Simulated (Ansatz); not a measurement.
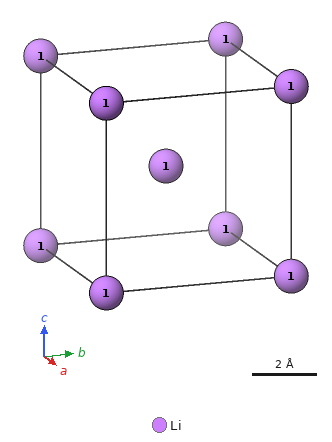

*The input geometry (ball-and-stick view of the cell 2 times as large as that of the calculation, set on its symmetry axes, seen slightly off an axis; atoms are numbered from 1 in the order of the input). An atom can appear more than once, as a periodic image.*

# Single-point calculation, with input and output: Li

System: Li (Im-3m, 1 atom in the cell).
Method: DFT, PBE, plane waves, PAW, no spin polarisation (Ansatz 0.2.0).

The structure derives from an entry of the Crystallography Open Database. Some settings of this run were made unusual or wrong on purpose. Figures and captions count atoms from 1; the log counts them from 0 in places.

**Input**
```yaml
crystal:
  lattice:
    - [-3.10714609, 3.10714609, 3.10714609]
    - [3.10714609, -3.10714609, 3.10714609]
    - [3.10714609, 3.10714609, -3.10714609]
  atoms:
    - { symbol: Li, position: [0.0, 0.0, 0.0] }
basis:
  ecutwfc: 420
kpoints:
  mp_grid: { grid: [16, 16, 16] }
hamiltonian:
  xc: pbe
scf:
  occupations: { method: gaussian, width: 0.1 }
  max_iter: 50
output:
  forces: true
  eigenvalues: true
  stress: true
```

Hardware: 1 thread of Arm Neoverse V2, 24 GiB of memory available, shared host.

Launch command:
```bash
ansatz run input.yaml --threads 1 --pin off --max-ram 2560MiB --backend cpu --events-out ev --progress --plain --runs-dir out
```

**Output**
```
Engine: ansatz 0.2.0, aarch64-unknown-linux-gnu
Pseudopotentials: kind: paw
Pseudopotential: Li, paw, valence charge 3, recommended cutoff 420 eV (normal), Li.paw.azcp
Functional definition: PBE
  parameter kappa = 0.804
  parameter beta = 0.06672455060314922
  exchange = pbe_x(kappa = kappa, mu = beta*pi^2/3)
  correlation = pbe_c(beta = beta)
Crystal: 1 atoms, lattice volume = 119.990 Å³
Basis set: ecut = 420 eV, 2315 PW (Γ), exchange–correlation on 72×72×72 points (8 copies of the dense FFT grid, shifted against one another)
Bands: 6, of which v1, the nominal top of the filled ones, is band 2 counted from 1 (1 counted from 0)
Symmetry: 48 space group operations
Space group: Im-3m (ITA 229), of the structure as read, at distance tolerance 4.9e-5 Å
k-points: 145 of 4096
Non-local potential: Li, projectors of the file, l = 0: 3, l = 1: 2, l = 2: 1
PAW form: soft (Blöchl's): semilocal exchange-correlation on the pseudo side does not see the compensation charge
PAW one-centre angular grid: Li, 110 points (default); XC on 64 Gauss nodes
Initial density: superposition of atomic densities (neutral atoms: chi_scale 0, normalization atom), corrected by the library's trained network
Initial wavefunctions: pseudopotential atomic-orbital guess
Functional: x = pbe(κ = 0.804, μ = 0.2195149727645171), c = pbe(β = 0.06672455060314922)
SCF iter   1: F=—  HF=-203.402264 eV  |F-HF|=—  |Δ(HF+E_count)|=         —  Δρ=2.17e-3  dr2=2.22e-2  ethr=1.77e-3  ⟨swp⟩=4.0  Hψ=6803  notcnv=0
preconditioner: auto → Kerker (q_TF=auto, 1.475 Å⁻¹)  [metal: Δε(μ)=0.019 eV  Ē_g=3.291 eV  σ=0.100 eV  W_gap=0.11  n_scr=12 (ndim 8)  ℏωp=3.4 eV  f_vac=0.000  D(μ)=1.16/eV (n_scr^D=0)]
SCF iter   2: F=—  HF=-203.408634 eV  |F-HF|=—  |Δ(HF+E_count)|=   6.37e-3  Δρ=1.67e-3  dr2=1.40e-2  ethr=7.39e-4  ⟨swp⟩=1.0  Hψ=2031  notcnv=0
SCF iter   3: F=—  HF=-203.415912 eV  |F-HF|=—  |Δ(HF+E_count)|=   7.28e-3  Δρ=7.26e-4  dr2=2.76e-3  ethr=4.66e-4  ⟨swp⟩=2.1  Hψ=1489  notcnv=0
SCF iter   4: F=—  HF=-203.417104 eV  |F-HF|=—  |Δ(HF+E_count)|=   1.19e-3  Δρ=7.80e-5  dr2=1.20e-5  ethr=9.20e-5  ⟨swp⟩=1.7  Hψ=961  notcnv=0
SCF iter   5: F=—  HF=-203.417135 eV  |F-HF|=—  |Δ(HF+E_count)|=   3.07e-5  Δρ=2.51e-5  dr2=1.76e-6  ethr=3.99e-7  ⟨swp⟩=1.6  Hψ=927  notcnv=0  defer=2
SCF iter   6: F=-203.417140 eV  HF=-203.417140 eV  |F-HF|=6.50e-8  |Δ(HF+E_count)|=   5.11e-6  Δρ=3.94e-6  dr2=2.37e-8  ethr=3.33e-9  ⟨swp⟩=3.6  Hψ=3984  notcnv=0
SCF 1 converged in 6 iterations: F = -203.417140 eV  dr2 = 2.37e-8
  greatest PAW one-centre occupation: 1.000 electrons in one spin orbital (limit 2), on the Li atom at site 0 (counted from 0), in its partial waves of l = 0
SCF converged after 6 iterations
Free energy (F): -203.417140 eV
Harris-Foulkes:  -203.417140 eV  (|F-HF|=6.50e-8)
Internal energy: -203.411473 eV  (E = F + TS)
E sigma→0 (E₀):  -203.414306 eV
Entropy (-TS):   -0.005667 eV (-5.667 meV/atom)
Fermi energy:    -1.845308 eV
--- Per-component energies (eV) ---
  E_band       = -104.802266
  E_kinetic    = 18.426579
  E_local      = -176.069361  (includes V_loc(G=0)·N_el)
  E_nonlocal   = -33.501488
  E_hartree    = 54.604118
  E_xc         = -8.013822
  E_vxc        = -10.276572  (∫ρ·V_xc dr)
  E_paw        = -20.910065  (= ΣΔE_a)
  E_vpaw       = -12.589281  (= ΣTr[D̂ρ^β])
  E_aug_tail   = 0.000014  (compensation charges beyond the density's cutoff)
  E_ewald      = -37.947447
  E_smearing   = -0.005667  (= −TS)
  E_closure    = -0.000000  (closes the sum)
  Σ components = -203.417140   (vs F -203.417140, Δ=0.00e0)
--- Forces (eV/Å), atoms counted from 1 ---
  atom   1  Li     0.00000000     0.00000000     0.00000000
  max |Σ_I F_I| component: 1.13e-32 eV/Å
--- Stress (GPa, compression-positive) ---
       -1.102921       0.000000      -0.000000
       -0.000000      -1.102921      -0.000000
        0.000000       0.000000      -1.102921
  P = ⅓ Tr σ = -1.1029 GPa (-11.029 kbar)
--- Band table (eV; the first three rows and the last of 145) ---
  k-point 0: bands = ["-51.2171", "-3.1789", "2.0673", "2.0673", "2.0673", "4.5715"]
  k-point 1: bands = ["-51.2171", "-3.1512", "1.9410", "2.0103", "2.0535", "4.4071"]
  k-point 2: bands = ["-51.2171", "-3.0683", "1.6025", "1.8666", "2.0137", "3.9448"]
  k-point 144: bands = ["-51.2171", "-0.2718", "0.0283", "0.0283", "0.0283", "1.4342"]
```

**Outcome**

- outcome: converged
- space group (tolerance 0.01 Å): Im-3m (229)
- electrons treated: 3
- free energy: −203.4171 eV
- Fermi energy: −1.845 eV
- gap on the k-point mesh: none (metallic)
- pressure: −1.10 GPa
- largest force (length of the vector): under 0.001 eV/Å
- wall time: 3.8 s
- peak memory: 0.38 GiB

A setting was made wrong on purpose: a lattice typed in bohr (`crystal.lattice`). Numbers in bohr are read as ångström, so the cell is 1.89 times too large and the atoms hardly bond. The run converged all the same; its numbers are those of the faulty input and shouldn't be used.
